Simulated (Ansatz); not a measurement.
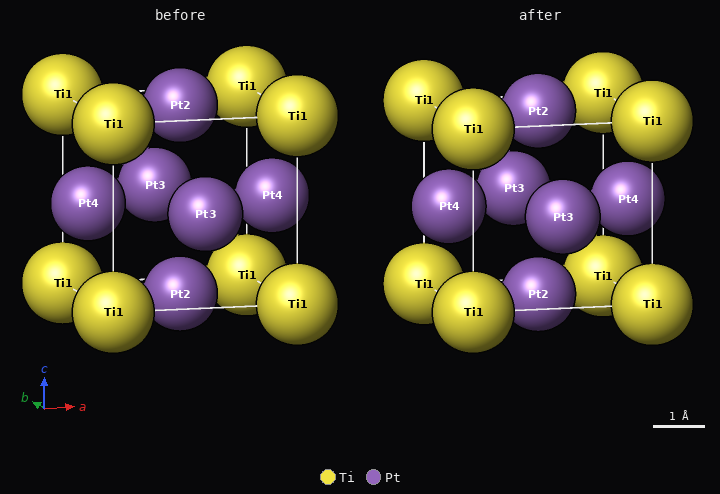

Left: a symmetric starting cell of TiPt$_{3}$ (made from another compound by putting Pt in place of Os). Right: the same structure after one change, at the same scale. A spheres-only model of the cell of the calculation, seen slightly off an axis.

Computed with DFT PBEsol, scalar-relativistic, plane waves, PAW (Ansatz 0.2.0). Set-up: plane-wave cutoff 420 eV; k-point mesh 12 × 12 × 12; occupations gaussian; smearing width 0.1 eV; no spin polarisation.

Which change leads from the left to the right?

Answer. All lengths are scaled by −2.8 % (volume −8.0 %), the atoms keeping their fractional coordinates. No relaxation follows. The starting cell wasn't computed here and needn't be at equilibrium, so pressure and forces aren't due to the change alone.

How do the computed properties respond?

Answer. Among the bonded contacts that change: Pt–Ti 2.682 → 2.608 Å, Pt–Pt 2.682 → 2.608 Å. The space group stays Pm-3m (No. 221). The pressure is 66.9 GPa (not all of it need come from the change, since the unchanged cell can be under pressure at this level too). All forces vanish by symmetry.
